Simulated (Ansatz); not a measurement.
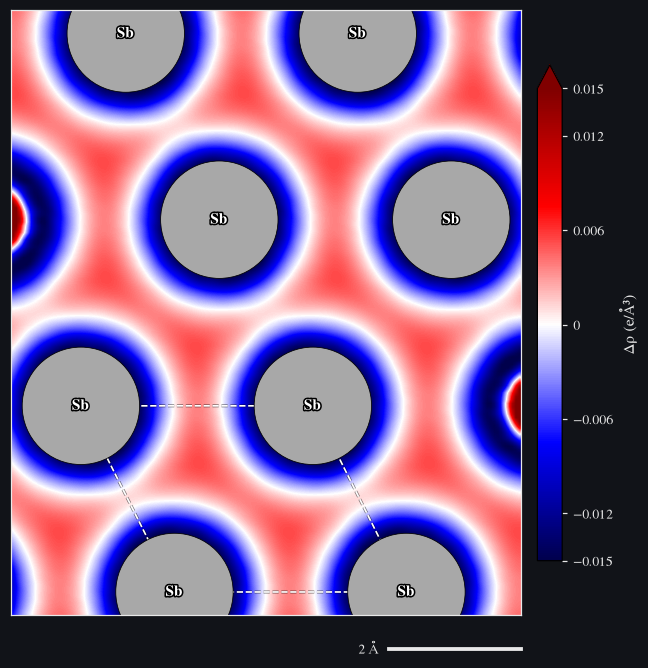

Sb. Difference of the valence pseudo-densities of two functionals at the same geometry, on the (101̄) plane of the calculation cell: one of B3LYP and HSE03 less the other.

Both computed with Ansatz (plane waves, PAW), on the same k-point mesh. Grey discs cover the atomic cores.

Question: Which was subtracted from which, and what does the map show?

Answer: It is HSE03 less B3LYP. Against B3LYP, HSE03 gives less density around Sb (−0.009 e/Å³ on average at 1.0 Å from the nucleus) and more density in the space between the atoms (+0.003 e/Å³ on average).
